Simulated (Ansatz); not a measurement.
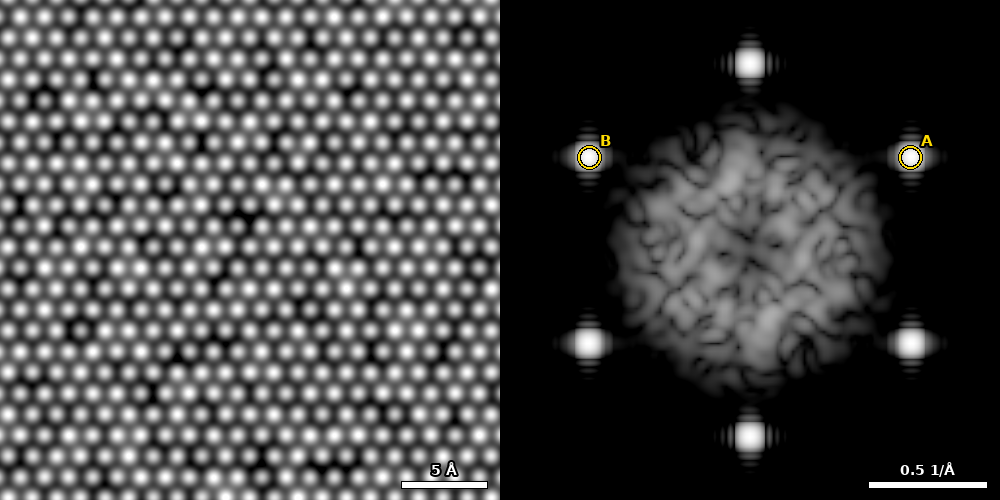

Integrated-DPC-like image of a crystal. Simulated as the projected potential of neutral atoms (B = 0.5 Å²) blurred by a 0.70 Å probe, the thin-sample limit of integrated differential phase contrast. The display is stretched by a gamma of 0.8; percentages refer to the linear signal. The speckle of an amorphous layer was added.

The right panel is the modulus of the image's Fourier transform on a logarithmic scale.

Q: Which lattice spacings do the marked spots stand for, and what angle do A and B enclose?

A: 1.3 Å, B: 1.3 Å; A and B enclose about 120°.

The crystal is C (Fd-3m, No. 227) along [111]; the spots are (0 2 -2) and (-2 0 2). Atomic positions: the input geometry of an electronic-structure calculation (not necessarily at equilibrium); the starting structure was generated, so it need not be a known form of this composition.
